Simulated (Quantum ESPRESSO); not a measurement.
**Sn: 7 runs along one coordinate**

System: Sn (Fd-3m, 2 atoms in the cell).
Method: Kohn-Sham DFT of a periodic cell, PW86PBE, PseudoDojo 0.4.1 SR PBE standard, no spin polarisation (Quantum ESPRESSO 7.5).

The 7 runs differ only in the geometry, by an even scaling of the cell at fixed fractional positions. The structure derives from an entry of the Crystallography Open Database.

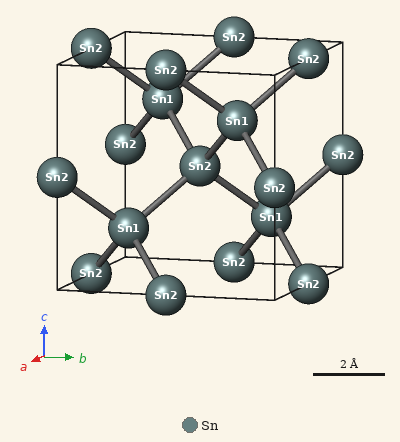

Figure 1. The structure of run 4 (ball-and-stick view of the cell 4 times as large as that of the calculation, set on its symmetry axes, seen slightly off an axis; atoms are numbered from 1 in the order of the input). An atom can appear more than once, as a periodic image.

## Input of run 4
```
&CONTROL
  calculation = 'scf'
  prefix = 'pwscf'
  outdir = './tmp'
  pseudo_dir = './pseudo'
  tprnfor = .true.
  tstress = .true.
  disk_io = 'nowf'
/
&SYSTEM
  ibrav = 0
  nat = 2
  ntyp = 1
  ecutwfc = 72
  nbnd = 21
  input_dft = 'pw86pbe'
  occupations = 'smearing'
  smearing = 'fd'
  degauss = 0.00367493
/
&ELECTRONS
  conv_thr = 4d-10
  electron_maxstep = 120
  mixing_beta = 0.5
/
ATOMIC_SPECIES
Sn   118.7100 Sn.upf
CELL_PARAMETERS angstrom
   0.0000000000    3.2333428000    3.2333428000
   3.2333428000    0.0000000000    3.2333428000
   3.2333428000    3.2333428000    0.0000000000
ATOMIC_POSITIONS crystal
Sn     0.7500000000    0.7500000000    0.7500000000
Sn     0.5000000000    0.5000000000    0.5000000000
K_POINTS automatic
7 7 7 0 0 0
```

Command:
```bash
OMP_NUM_THREADS=1 pw.x -in pw.in > pw.out
```

Run 5 differs from it as follows:
```diff
-   0.0000000000    3.2333428000    3.2333428000
-   3.2333428000    0.0000000000    3.2333428000
-   3.2333428000    3.2333428000    0.0000000000
+   0.0000000000    3.2547562903    3.2547562903
+   3.2547562903    0.0000000000    3.2547562903
+   3.2547562903    3.2547562903    0.0000000000
```

## Results, with one run withheld

```tsv
run	volume per atom (Å³)	free energy per atom, from the lowest run given (meV)	pressure (GPa)
1	31.775	156.05	10.09
2	32.451	116.74	8.57
3	33.127	83.51	7.20
4	33.803	55.75	5.97
5	34.479	?	?
6	35.155	14.48	3.88
7	35.831	0.00	2.99
```

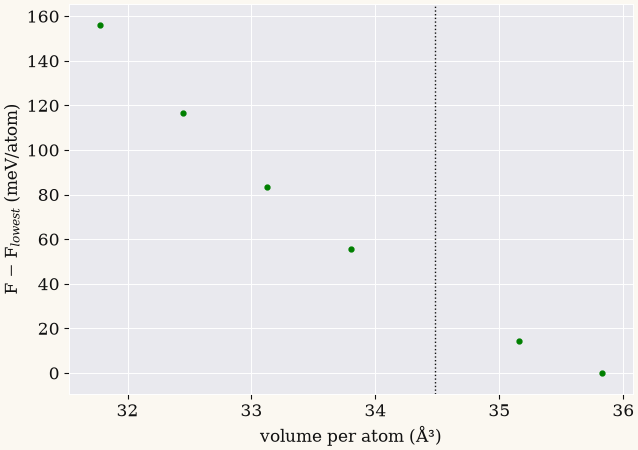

Figure 2. Free energy per atom of the runs given; the dotted line marks run 5.

Fit the runs given and predict run 5.

A cubic polynomial in V^(−2/3) (the Birch–Murnaghan form), fitted to the 6 runs given, misses them by at most 0.01 meV per atom. With x = V^(−2/3) − 0.09596 Å⁻², it reads F = 61.953 + 20541 x + 1.2548e+06 x² + 6.0669e+06 x³ (meV per atom). At run 5 it gives 32.91 meV per atom, and the run itself gives 32.91. The slope of the fit gives a pressure −dF/dV of 4.87 GPa there, and the run prints 4.87 GPa. The fit has no minimum inside this range.

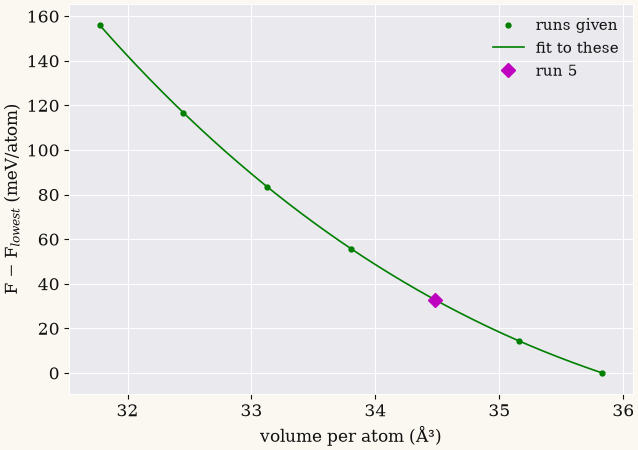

Figure 3. The fit and the withheld run.

## Some lines of the output (run 5)
```
[...]
     unit-cell volume          =     465.3525 (a.u.)^3
     number of k points=    20  Fermi-Dirac smearing, width (Ry)=  0.0037
     total energy              =    -315.45112340 Ry
     total energy              =    -315.45122387 Ry
     total energy              =    -315.45154534 Ry
     total energy              =    -315.45155414 Ry
     total energy              =    -315.45155447 Ry
     total energy              =    -315.45155449 Ry
     the Fermi energy is     8.0236 ev
!    total energy              =    -315.45155449 Ry
     The total energy is F=E-TS. E is the sum of the following terms:
     Computing stress (Cartesian axis) and pressure
          total   stress  (Ry/bohr**3)                   (kbar)     P=       48.68
```

Notes: Further notes kept with the run: potentials made for another functional. Points of doubt noted for this run: potentials made for another functional.
